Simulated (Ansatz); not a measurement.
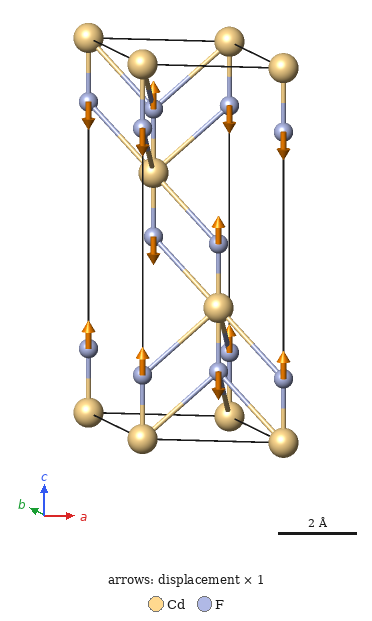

This is a relaxation of solid CdF$_{2}$ (a generated structure, set up in R-3m) (coarse preliminary run). The starting structure is drawn; orange arrows show the displacements (the part carried along by the change of the cell is left out), at their true length.

Style: ball-and-stick. Shown: the conventional cell (3 times the calculation's cell), slightly off an axis. Lengths and directions refer to the drawn axes.

These are results of DFT PBE, scalar-relativistic, plane waves, PAW in Ansatz 0.2.0, not measurements. Set-up: plane-wave cutoff 420 eV; k-point mesh 6 × 6 × 6; occupations gaussian; smearing width 0.1 eV; no spin polarisation; cell and atoms relaxed; force threshold 0.04 eV/Å; at most 70 steps.

Q: Which element moves most?

A: Fluorine: up to 0.75 Å, against 0.00 Å for cadmium.

Q: Describe the change and its energy.

A: Over 7 accepted moves (9 points after the start) the energy falls by 1782 meV per atom. Largest force component: 10 eV/Å at the start, 0.0016 eV/Å at the end. The pressure goes from 67.72 to 0.15 GPa. The SCF was repeated twice at an unchanged geometry on a basis and grid sized afresh for the cell, which shifted the energy by 5.6 meV per atom at most. The largest moves relative to the cell, 0.75 Å, are those of F atoms. Cd stays in place. The drawn cell changes as follows: a = b 3.689 → 3.864 Å (+4.8 %), c 9.924 → 9.537 Å (−3.9 %); the volume changes by +5.4 %. Among the contacts that change: Cd–F 1.694 → 2.382 Å, Cd–F 2.672 → 2.369 Å. The space group stays R-3m (No. 166).
